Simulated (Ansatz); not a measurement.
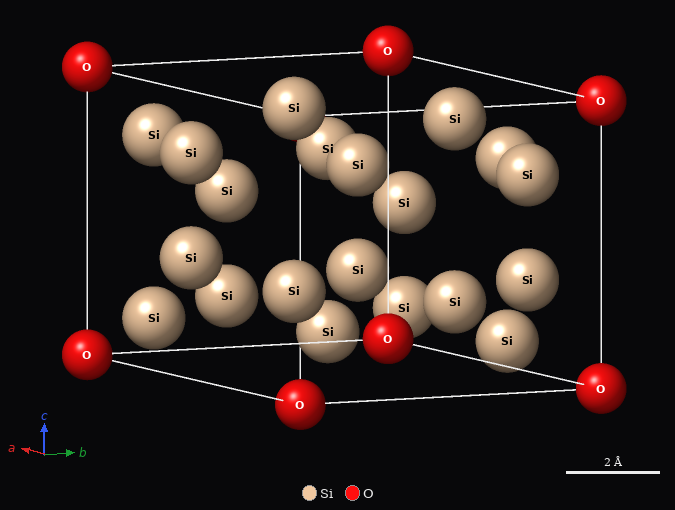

Shown here is a spheres-only view of the crystal, taken from a general direction. The wireframe shows the conventional unit cell.

The structure is one of Si₁₂O. The atoms follow space group P-62m (No. 189); the Bravais lattice is primitive hexagonal. Content of the cell: 12 Si, 1 O (Z = 1). Every O atom has six Si at about 2.4 Å as neighbours. Si takes two kinds of site: 6i with four Si and one O (about 2.3 to 2.4 Å to Si, 2.4 Å to O); 6i with four Si in a distorted tetrahedral arrangement at about 2.3 to 2.4 Å.

The initial geometry was a structure listed in the Materials Project, repeated into a supercell with a point defect put in. The atoms were relaxed in a fixed cell with DFT PBE, scalar-relativistic, plane waves, PAW (Ansatz).
